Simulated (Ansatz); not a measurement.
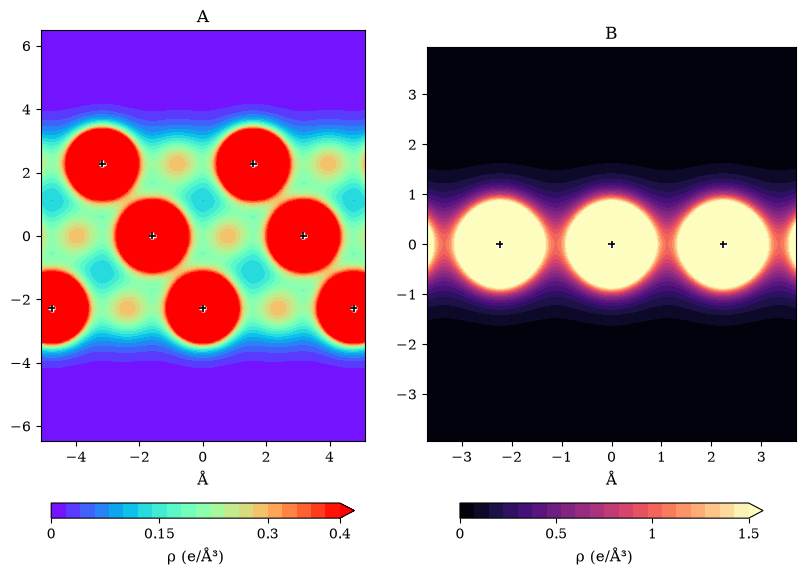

The valence electron density of 2 systems, each on a plane through atoms (crosses mark nuclei in the plane).

These are results of Ansatz, DFT PBE+D3(BJ), scalar-relativistic, plane waves, PAW, not measurements.

System 1: Pd (slab), the (110) plane of the calculation cell, a cut from vacuum to vacuum. 

```
CELL_PARAMETERS angstrom
5.50020 0.00000 0.00000
-2.75010 4.76331 0.00000
0.00000 0.00000 20.49089
ATOMIC_POSITIONS crystal
Pd 0.33333 0.16667 0.39042
Pd 0.33333 0.66667 0.39042
Pd 0.83333 0.16667 0.39042
Pd 0.83333 0.66667 0.39042
Pd 0.66667 0.33333 0.50189
Pd 0.66667 0.83333 0.50189
Pd 0.16667 0.33333 0.50189
Pd 0.16667 0.83333 0.50189
Pd 0.00000 0.50000 0.61335
Pd 0.00000 0.00000 0.61335
Pd 0.50000 0.50000 0.61335
Pd 0.50000 0.00000 0.61335
```

System 2: Ir, the (100) plane of the conventional cell. Space group Pmma; a structure from a database of computed crystals, not necessarily the ambient phase; spin-polarised.

Which map belongs to which system?

Answer. Panel A is system 1, Pd: the plane holds Pd. Panel B is system 2, Ir: the plane holds Ir. Ir–Ir (2.23 Å): ρ at the midpoint is about 1 e/Å³.
